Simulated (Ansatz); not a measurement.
## Single-point calculation, with input and output: WS2

- system: WS2 (6 atoms in the cell)
- method: DFT, PBEsol, plane waves, PAW, no spin polarisation (Ansatz 0.2.0)

The structure derives from an entry of the Crystallography Open Database. Figures and captions count atoms from 1; the log counts them from 0 in places.

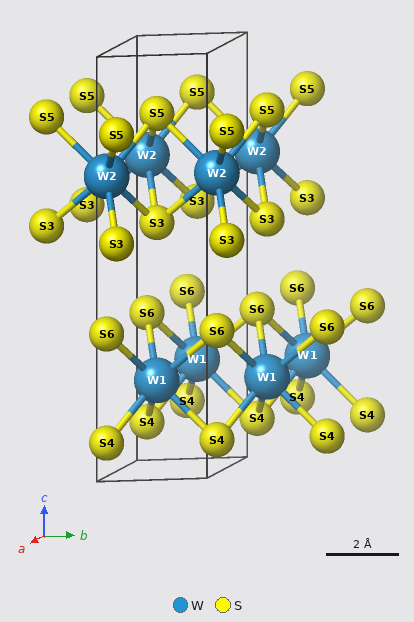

Fig. 1: The input geometry (ball-and-stick view of the cell of the calculation, repeated 2 × 2 × 1, seen slightly off an axis; bonded neighbours outside the cell are drawn too; atoms are numbered from 1 in the order of the input). An atom can appear more than once, as a periodic image.

**The input**
```yaml
crystal:
  lattice:
    - [3.1268076689, -1.2666e-06, -0.000140414]
    - [-1.5634049313, 2.7078952152, -0.0001023751]
    - [-0.0005458681, -0.0007747156, 12.1598746746]
  atoms:
    - { symbol: W, position: [0.3333337086, 0.666667194, 0.2499947442] }
    - { symbol: W, position: [0.6666651529, 0.3333317798, 0.7500064267] }
    - { symbol: S, position: [0.3332447068, 0.6665864823, 0.6215483549] }
    - { symbol: S, position: [0.6665795846, 0.3332552514, 0.1215366996] }
    - { symbol: S, position: [0.3334208176, 0.6667453343, 0.8784627266] }
    - { symbol: S, position: [0.6667560294, 0.3334139582, 0.3784510479] }
basis:
  ecutwfc: "350 eV"
kpoints:
  mp_grid: { grid: [12, 12, 2] }
hamiltonian:
  xc: pbesol
scf:
  occupations: { method: gaussian, width: 0.05 }
output:
  forces: true
  eigenvalues: true
  stress: true
```

Run on 2 threads of AMD EPYC (Zen 5), 32 GiB of memory available, shared host.

Launched with:
```bash
ansatz run input.yaml --threads 2 --pin off --max-ram 5120MiB --backend cpu --events-out ev --progress --plain --runs-dir out
```

**Log**
```
Warning: the atoms were moved onto the symmetric positions of the space group found under crystal.symmetry.tolerance 1.0e-5 (fractional; no operation is sought that the atoms, as they stand in a round, miss by more than twice it, and no atom is moved by as much as it), and the run uses the moved positions. Before a round's move an operation carried an atom to 1.46e-5 Å from where it should land, the largest such distance. Atom 0 (counting from 0) moved farthest, by 7.32e-6 Å; the longest move in fractions of the cell, of whichever atom, is 0.09 of the tolerance, in 1 round. To run the atoms as typed, lower crystal.symmetry.tolerance until the operations that they miss are no longer found, or set crystal.symmetry.detect: false (a key that needs symmetry detection or time reversal refuses this as the deck is read). The positions used, in the order of the run's atom list: position: [0.33333427785, 0.6666677071, 0.24999415875000003]; position: [0.66666572215, 0.3333322929, 0.75000584125]; position: [0.3332443387, 0.6665862620499999, 0.6215486535]; position: [0.6665793835, 0.33325495855, 0.1215369865]; position: [0.3334206165, 0.66674504145, 0.8784630135]; position: [0.6667556613, 0.33341373795, 0.3784513465];
Warning: 2 symmetry operations that the atoms keep within the bar at which the run's group was sought (crystal.symmetry.tolerance 1.0e-5, or twice it) were not taken beside the 2 unitary ones that the detection took (of a slab, those that keep its plane). If the more symmetric cell is meant, write the vectors of crystal.lattice to more decimals, or, with the positions in fractional coordinates, give it by lengths and angles (which lays the cell in the standard orientation, to which the deck's other Cartesian keys then refer), with the lengths that are meant to be equal typed equal, the angles likewise, and each angle that the symmetry fixes typed at its exact value (of a frozen-density pass: in the run whose state it reads). The detection then takes those 2 too, where the atoms keep them as a group. The lattice (crystal.lattice as typed, or as saved on a frozen-density pass laid at its state's geometry) misses each of them by more than the tolerance, the farthest off changing a squared length by the fraction 2.8e-5. The run does not impose them: its cell is that one, or, where this deck is also told that its lattice was moved onto its group, that cell laid onto the operations that were taken. If the cell is strained on purpose, what lies past the tolerance is rightly left out.
Warning: basis.ecutwfc = 350 eV is below the records' recommended 420 eV, and the density's cutoff is lower with it unless basis.ecutrho_ratio is high enough to keep the records' density cutoff: compare with a run at a higher cutoff
Engine: ansatz 0.2.0, x86_64-unknown-linux-gnu
Pseudopotentials: kind: paw
Pseudopotential: W, paw, valence charge 14, recommended cutoff 420 eV (normal), W.paw.azcp
Pseudopotential: S, paw, valence charge 6, recommended cutoff 420 eV (normal), S.paw.azcp
Functional definition: PBEsol
  exchange = pbesol_x
  correlation = pbesol_c
Crystal: 6 atoms, lattice volume = 102.958 Å³
Basis set: ecut = 350 eV, 1549 PW (Γ), exchange–correlation on 40×40×150 points (8 copies of the dense FFT grid, shifted against one another)
Bands: 32, of which v1, the nominal top of the filled ones, is band 26 counted from 1 (25 counted from 0)
Symmetry: 2 space group operations
Space group: P-1 (ITA 2), of the structure as read, at distance tolerance 4.7e-5 Å
k-points: 148 of 288
Non-local potential: W, projectors of the file, l = 0: 3, l = 1: 2, l = 2: 2, l = 3: 1
Non-local potential: S, projectors of the file, l = 0: 2, l = 1: 2, l = 2: 2
PAW form: soft (Blöchl's): semilocal exchange-correlation on the pseudo side does not see the compensation charge
PAW frozen core: W, regenerated for the run's functional, and the local potential with it (the file was generated under x = pbe(κ = 0.804, μ = 0.2195149727645171), c = pbe(β = 0.06672455060314922))
PAW frozen core: S, regenerated for the run's functional, and the local potential with it (the file was generated under x = pbe(κ = 0.804, μ = 0.2195149727645171), c = pbe(β = 0.06672455060314922))
PAW one-centre angular grid: W, 590 points (default); XC on 64 Gauss nodes
PAW one-centre angular grid: S, 110 points (default); XC on 64 Gauss nodes
Initial density: superposition of atomic densities (neutral atoms: chi_scale 0, normalization atom), corrected by the library's trained network
Initial wavefunctions: pseudopotential atomic-orbital guess
Functional: x = pbesol(κ = 0.804, μ = 0.12345679012345678), c = pbesol(β = 0.046)
SCF iter   1: F=—  HF=-24058.125051 eV  |F-HF|=—  |Δ(HF+E_count)|=         —  Δρ=8.34e-3  dr2=1.03e-1  ethr=1.77e-3  ⟨swp⟩=6.2  Hψ=22099  notcnv=0
preconditioner: auto → Resta (q_TF=auto, 2.435 Å⁻¹)  ε∞=7.6  [insulator: Δε(μ)=0.868 eV  Ē_g=8.539 eV  σ=0.050 eV  W_gap=1.00  n_scr=26 (ndim 8)  ℏωp=22.0 eV  f_vac=0.012  D(μ)=0.00/eV (n_scr^D=0)  ε∞_Penn≈7.6]
SCF iter   2: F=—  HF=-24058.111978 eV  |F-HF|=—  |Δ(HF+E_count)|=   1.31e-2  Δρ=3.28e-3  dr2=6.33e-3  ethr=1.98e-4  ⟨swp⟩=2.6  Hψ=7990  notcnv=0  defer=229
SCF iter   3: F=—  HF=-24058.113325 eV  |F-HF|=—  |Δ(HF+E_count)|=   1.35e-3  Δρ=1.84e-3  dr2=2.10e-3  ethr=1.22e-5  ⟨swp⟩=1.5  Hψ=5329  notcnv=0  defer=229
SCF iter   4: F=—  HF=-24058.113830 eV  |F-HF|=—  |Δ(HF+E_count)|=   5.05e-4  Δρ=7.96e-4  dr2=4.26e-4  ethr=4.04e-6  ⟨swp⟩=2.0  Hψ=7114  notcnv=0  defer=229
SCF iter   5: F=—  HF=-24058.113962 eV  |F-HF|=—  |Δ(HF+E_count)|=   1.32e-4  Δρ=1.70e-4  dr2=2.49e-5  ethr=8.19e-7  ⟨swp⟩=2.1  Hψ=6497  notcnv=0  defer=229
SCF iter   6: F=—  HF=-24058.113954 eV  |F-HF|=—  |Δ(HF+E_count)|=   8.39e-6  Δρ=1.89e-5  dr2=3.95e-7  ethr=4.78e-8  ⟨swp⟩=2.0  Hψ=6728  notcnv=0  defer=229
SCF iter   7: F=-24058.113954 eV  HF=-24058.113954 eV  |F-HF|=7.10e-8  |Δ(HF+E_count)|=   2.59e-7  Δρ=4.21e-6  dr2=8.91e-8  ethr=1.92e-10  ⟨swp⟩=9.8  Hψ=22693  notcnv=0
SCF 1 converged in 7 iterations: F = -24058.113954 eV  dr2 = 8.91e-8
  greatest PAW one-centre occupation: 1.000 electrons in one spin orbital (limit 2), on the W atom at site 1 (counted from 0), in its partial waves of l = 0
```

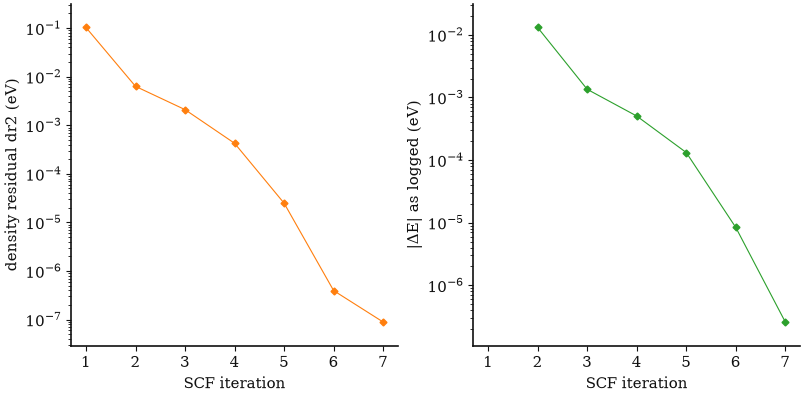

Fig. 2: Convergence of the self-consistent field: density residual dr2 and size of the energy change against the SCF iteration. The residual falls at every step.

```
SCF converged after 7 iterations
Free energy (F): -24058.113954 eV
Harris-Foulkes:  -24058.113954 eV  (|F-HF|=7.10e-8)
Internal energy: -24058.113954 eV  (E = F + TS)
E sigma→0 (E₀):  -24058.113954 eV
Fermi energy:    12.654835 eV
--- Per-component energies (eV) ---
  E_band       = -350.904620
  E_kinetic    = 1337.553535
  E_local      = -3413.049658  (includes V_loc(G=0)·N_el)
  E_nonlocal   = 120.889524
  E_hartree    = 1355.454542
  E_xc         = -919.059428
  E_vxc        = -832.166464  (∫ρ·V_xc dr)
  E_paw        = -19209.263192  (= ΣΔE_a)
  E_vpaw       = -275.041060  (= ΣTr[D̂ρ^β])
  E_aug_tail   = -0.000385  (compensation charges beyond the density's cutoff)
  E_ewald      = -3331.330273
  E_core_change = 0.691382  (= ΣΔE_core)
  E_smearing   = -0.000000  (= −TS)
  E_closure    = -0.000000  (closes the sum)
  Σ components = -24058.113954   (vs F -24058.113954, Δ=0.00e0)
--- Forces (eV/Å), atoms counted from 1 ---
  atom   1  W      0.00000210    -0.00000410    -0.00011725
  atom   2  W     -0.00000210     0.00000410     0.00011725
  atom   3  S      0.00018418     0.00025704    -0.21062399
  atom   4  S      0.00017953     0.00026008    -0.21048247
  atom   5  S     -0.00017953    -0.00026008     0.21048247
  atom   6  S     -0.00018418    -0.00025704     0.21062399
  max |Σ_I F_I| component: 5.42e-20 eV/Å
--- Stress (GPa, compression-positive) ---
        2.998565       0.000085       0.000085
        0.000085       2.998594       0.000122
        0.000085       0.000122       3.592446
  P = ⅓ Tr σ = 3.1965 GPa (31.965 kbar)
--- Band table (eV; the first three rows and the last of 148) ---
  k-point 0: bands = ["-62.2793", "-62.2793", "-26.6156", "-26.6155", "-26.3984", "-26.3984", "-26.3984", "-26.3984", "-3.6362", "-3.3711", "-2.0308", "-1.5188", "4.3047", "5.4777", "8.1654", "8.6236", "8.6237", "8.6387", "8.6387", "9.9140", "9.9140", "9.9745", "9.9745", "10.7465", "10.8325", "12.2225", "14.5443", "14.5443", "14.5536", "14.5536", "14.6232", "14.6232"]
  k-point 1: bands = ["-62.2793", "-62.2793", "-26.6156", "-26.6156", "-26.3984", "-26.3984", "-26.3984", "-26.3984", "-3.5199", "-3.5198", "-1.7642", "-1.7641", "4.8084", "4.8086", "8.6310", "8.6310", "8.6311", "8.6311", "9.1875", "9.1878", "9.9441", "9.9442", "9.9442", "9.9442", "11.8860", "11.8862", "14.5359", "14.5359", "14.5361", "14.5362", "14.7450", "14.7450"]
  k-point 2: bands = ["-62.2779", "-62.2779", "-26.6104", "-26.6104", "-26.4266", "-26.4266", "-26.4048", "-26.4048", "-3.5119", "-3.2465", "-1.9774", "-1.4809", "4.4514", "5.6237", "7.9862", "8.3056", "8.3315", "8.7430", "8.7651", "9.4411", "9.7166", "9.7829", "9.9765", "10.8553", "10.9156", "11.9802", "14.4329", "14.4430", "14.4938", "14.4952", "14.5655", "14.7420"]
  k-point 147: bands = ["-62.2573", "-62.2573", "-26.8062", "-26.8062", "-26.5381", "-26.5381", "-26.4942", "-26.4942", "-1.1795", "-1.1794", "-0.9429", "-0.9428", "4.7534", "4.7535", "6.0101", "6.0103", "7.0039", "7.0040", "8.0318", "8.0319", "9.2489", "9.2492", "10.3403", "10.3404", "10.5231", "10.5232", "14.5996", "14.5996", "15.0259", "15.0259", "15.5989", "15.5991"]
```

**Key numbers**

| quantity | value |
| --- | --- |
| outcome | converged |
| space group (tolerance 0.01 Å) | P6₃/mmc (194) |
| electrons treated | 52 |
| free energy | −24058.1140 eV |
| Fermi energy | 12.655 eV |
| gap on the k-point mesh | 0.87 eV |
| pressure | 3.20 GPa |
| largest force (length of the vector) | 0.211 eV/Å |
| wall time | 3 s (CPU time 5.8 s) |
| peak memory | 0.59 GiB |

Settings chosen away from the usual ones: hamiltonian.xc set to pbesol (from lda); basis.ecutwfc set to 350 eV (from 420). These settings are looser than, or depart from, a standard set-up, so the numbers are not reference values for this system. Warnings of the run: the cutoff is below the recommended one; near-symmetries of the structure were not used; the structure was made exactly symmetric. So coarse a mesh can miss the band edges, so the true gap of this method can be much smaller, or zero. Spin–orbit coupling is left out, which matters for W.
